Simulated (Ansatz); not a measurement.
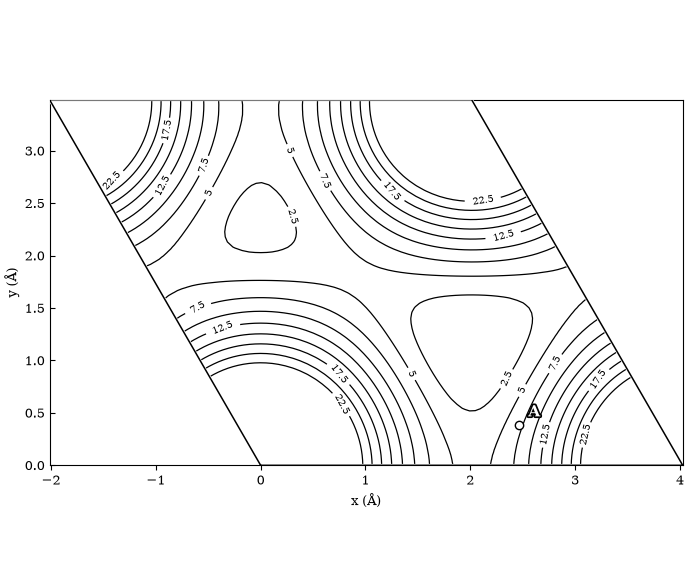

A bilayer of two InSe sheets, the upper one turned by 180 degrees about the normal (8 atoms in the cell). The upper layer of a bilayer is slid over the lower one; relaxed at each slide: nothing; the origin of the map has Se5 above Se4; the distance between the facing planes is held at 3.71 Å. Places are given modulo a cell vector. The map is drawn in real space over the plane of the slide. The scan uses a 9 × 9 grid; 19 points were computed and 62 follow by symmetry. Energies: mJ/m², counted from the lowest grid point. At a held distance the lowest stacking need not be the one that binds best once the distance relaxes. Theory: DFT PBE+D3(BJ), scalar-relativistic, plane waves, PAW in Ansatz. Settings: cutoff 420 eV, k-mesh 9×9×1, gaussian smearing 0.05 eV, no spin polarisation.

Drawn: contour lines labelled in mJ/m² (none above 22.5), the outline of one cell of the plane, the point A. Between grid points the surface is interpolated.

Which way does the force act at A, and how strong is it?

A, at (6/9, 1/9) of the cell vectors, is not a stationary point. The computed force is 0.015 eV/Å in the plane, pointing left in the picture (components −0.014 and 0.005 eV/Å, for the cell of 14.04 Å², or 17 mJ/m² for each Å).

PAW datasets: the set soft_1.
